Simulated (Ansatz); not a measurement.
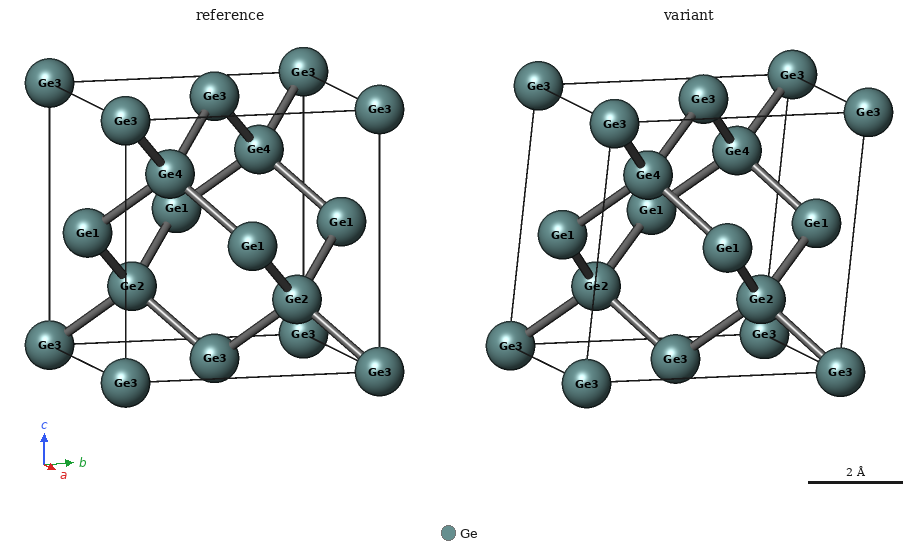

Left: crystalline Ge (set up in Fd-3m). Right: the same structure after one change, at the same scale. The picture is a ball-and-stick view of the conventional cell (2 times the calculation's cell), seen slightly off an axis. Lengths and directions refer to the drawn axes.

These are results of Ansatz, DFT PBEsol, scalar-relativistic, plane waves, PAW, not measurements. Settings: plane-wave cutoff 420 eV; k-point mesh 14 × 14 × 10; occupations gaussian; smearing width 0.1 eV; no spin polarisation.

What distinguishes the right structure from the left one?

Answer. Shear of c along a, +12.0 %, is applied. The cell is then held and the atoms relaxed.

What does the change do?

Answer. Energy change: +57.5 meV per atom. Pressure: 0.0 GPa before, 0.3 GPa after. The principal stresses (compression positive) are 6.6 GPa along [2 2 −3], 0.7 GPa along [1 −1 0], −6.3 GPa along [2 2 3]. Both are metals. The drawn cell changes at constant volume: a = b unchanged at 5.675 Å, c 5.675 → 5.716 Å (+0.7 %), α 90.0° → 85.2°, β 90.0° → 85.2°. The largest moves relative to the cell, 0.049 Å, are those of Ge1, Ge2, Ge3 and Ge4. Ge3 goes along [3 3 −1]. Near-neighbour distances before and after: Ge–Ge 2.457 → 2.409 to 2.530 Å. The space group (tolerance 0.01 Å) goes from Fd-3m (No. 227) to C2/m (No. 12).
